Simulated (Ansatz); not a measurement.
**CoO: density, localisation and related maps**

Input file:

```
crystal:
  lattice:
    - [0.0, 2.2656800383, 2.2656800383]
    - [4.4162763442, 2.2656800383, 2.2656800383]
    - [4.4162763442, 4.5313600767, -1.0e-10]
  atoms:
    - { symbol: Co, position: [0.0, 0.0, 0.0], spin: 3.0, spin_axis: [0.0, 0.0, 1.0] }
    - { symbol: O, position: [0.2500006561, 0.2499993439, 0.0] }
    - { symbol: Co, position: [0.0, 0.0, 0.5], spin: 3.0, spin_axis: [0.0, 0.0, -1.0] }
    - { symbol: O, position: [0.2499993439, 0.2500006561, 0.5] }
basis:
  ecutwfc: 420
  ecutrho_ratio: 4
kpoints:
  mp_grid: { grid: [12, 12, 6] }
hamiltonian:
  xc: pbe
scf:
  occupations: { method: gaussian, width: 0.05 }
output:
  forces: true
  stress: true
  eigenvalues: true
  populations: true
  dos: { projected: true, de: 0.02 }
  write_density: true
  write_potential: true
  elf: true
  volumetric_format: npy
magnetization:
  noncollinear: true
  spin_orbit: true
```

Run with:

```sh
ansatz run input.yaml --threads 2 --pin off --max-ram 2662MiB --backend cpu --events-out ev --progress --plain --runs-dir out
```

Space group I-4m2; started from the zincblende prototype, which need not be the ambient phase.

Level of theory: DFT PBE, spin-orbit coupling, plane waves, PAW in Ansatz 0.2.0.

In a PAW calculation such maps are meaningful between the atoms, not at the nuclei.

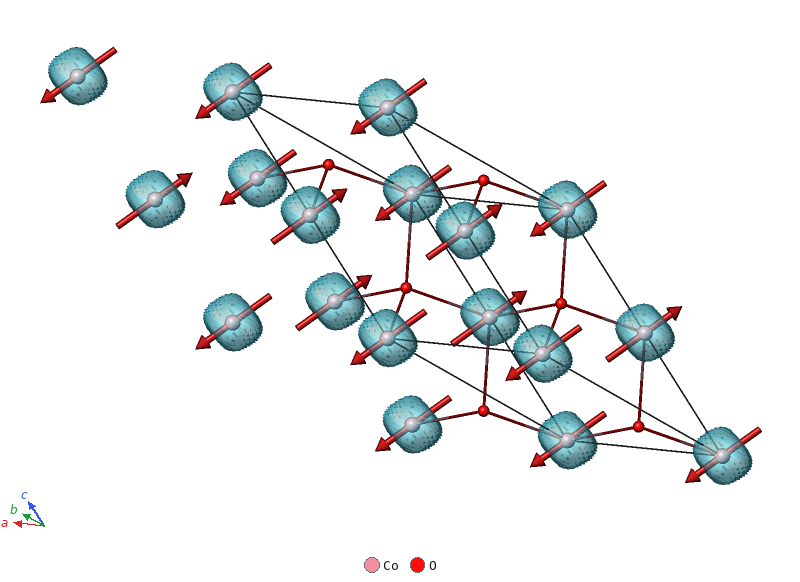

Figure 1. Isosurface of the size of the magnetisation density at 0.8 e/Å³ (cyan), with the spin moments of the magnetic sites as arrows; seen at an oblique angle.

> Describe the magnetic structure.

Spin moments: Co 2.1 μB. They are collinear, and cancel (antiferromagnetic), along [1 1 −1] of the cell.

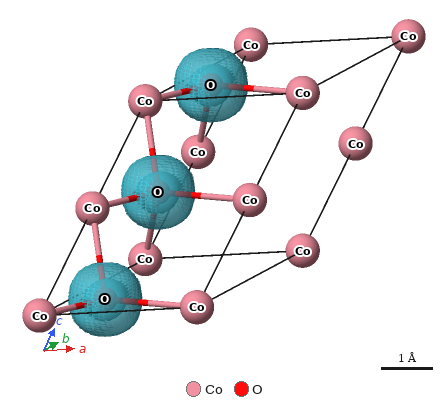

Figure 2. Isosurface of the electron localisation function at 0.75 (cyan), seen slightly off an axis. Core shells and regions of very low density are left out. Sticks mark near contacts.

> Identify the bonds, lone pairs and shells in this picture.

At this value the surface marks out two regions wrapped around O (the valence shell of each), counted in one cell of 4 atoms. Regions shared between cells count once.


Co–O (1.95 Å): the ELF peaks at about 0.85 in the valence shell of O, 0.6 Å from its nucleus, and is about 0.15 at the midpoint; no localised pair shows between them.

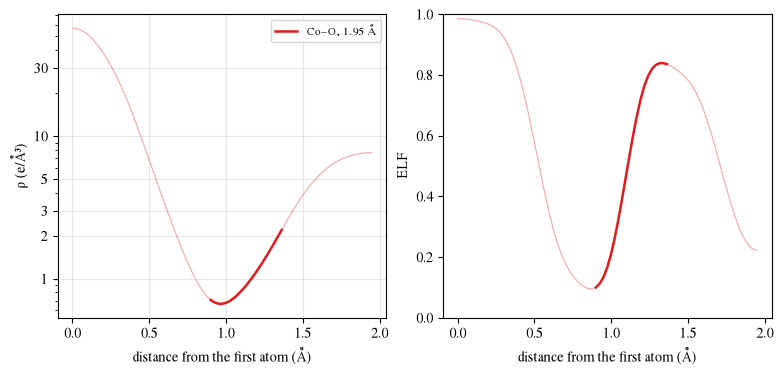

Figure 3. Valence charge density (pseudo) and electron localisation function along straight lines between neighbouring atoms. Thin, pale parts lie inside the atomic spheres.

> What can be read from the curves?

Co–O (1.95 Å): the density is about 0.67 e/Å³ at the midpoint; the ELF peaks at about 0.85 in the valence shell of O, 0.6 Å from its nucleus, and is about 0.15 at the midpoint; no shared electron pair shows on this line.

> Does the calculation make it a metal, or give it a gap?

It is metallic or semimetallic at this level of theory: no gap opens; semilocal functionals without U, or without the true magnetic order, often close the gap of such compounds.
